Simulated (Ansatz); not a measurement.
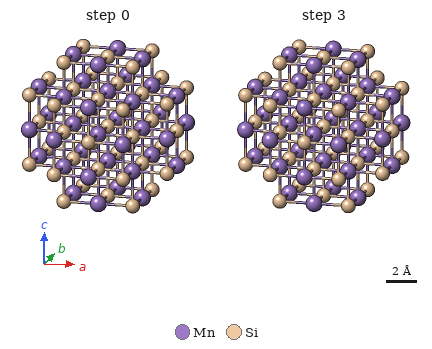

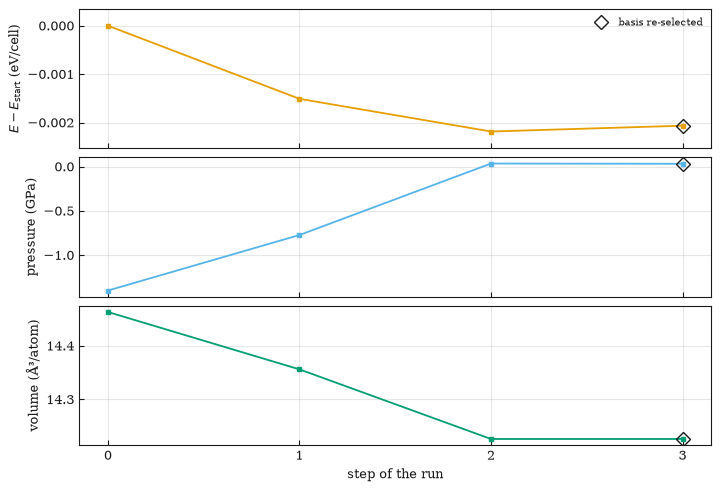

First and last geometry of a relaxation of solid MnSi (a generated structure, set up in Fm-3m), with the history of the run. Style: ball-and-stick. Shown: the conventional cell (4 times the calculation's cell), slightly off an axis. Lengths and directions refer to the drawn axes.

These are results of Ansatz, DFT PBE, scalar-relativistic, plane waves, PAW, not measurements.

Input
```yaml
crystal:
  lattice:
    - [0.0, 2.43641892, 2.43641892]
    - [2.43641892, 0.0, 2.43641892]
    - [2.43641892, 2.43641892, 0.0]
  atoms:
    - { symbol: Mn, position: [0.0, 0.0, 0.0], spin: 2.73 }
    - { symbol: Si, position: [0.5, 0.5, 0.5], spin: -0.14 }
basis:
  ecutwfc: 420
kpoints:
  mp_grid: { grid: [20, 20, 20] }
hamiltonian:
  xc: pbe
scf:
  occupations: { method: gaussian, width: 0.1 }
output:
  forces: true
  stress: true
  eigenvalues: true
  populations: true
  write_density: true
  write_potential: true
  elf: true
  volumetric_format: npy
magnetization:
  spin_polarized: true
relax:
  adjacent_minimum: "off"
  f_tol: 0.01
  max_steps: 80
  cell: { stress_tol: 0.05 }
```

Run as
```bash
ansatz run input.yaml --threads 1 --pin off --max-ram 2560MiB --backend cpu --events-out ev --progress --plain --runs-dir out
```

### Read the history and describe the run.

It converged. After 2 accepted moves (3 points after the start) the energy has fallen by 2.1 meV per cell of the calculation. All forces vanish by symmetry, so only the cell relaxes. Pressure: −1.40 GPa at the start and 0.03 GPa at the end. The SCF was repeated once at an unchanged geometry on a basis and grid sized afresh for the cell, which shifted the energy by 0.1 meV per cell of the calculation at most. The atoms keep their places relative to the cell (all moves are under 0.005 Å). The drawn cell changes as follows: a = b = c 4.873 → 4.846 Å (−0.5 %); the volume changes by −1.6 %. Near-neighbour distances that change, for instance: Mn1–Si2 2.436 → 2.423 Å. The space group stays Fm-3m (No. 225).

```
step  E − E(0), meV/atom  pressure, GPa  volume, Å³/atom                      note
   0                0.00          -1.40           14.463                          
   1               -0.76          -0.77           14.356                          
   2               -1.09           0.03           14.226                          
   3               -1.03           0.03           14.226  same geometry, new basis
```
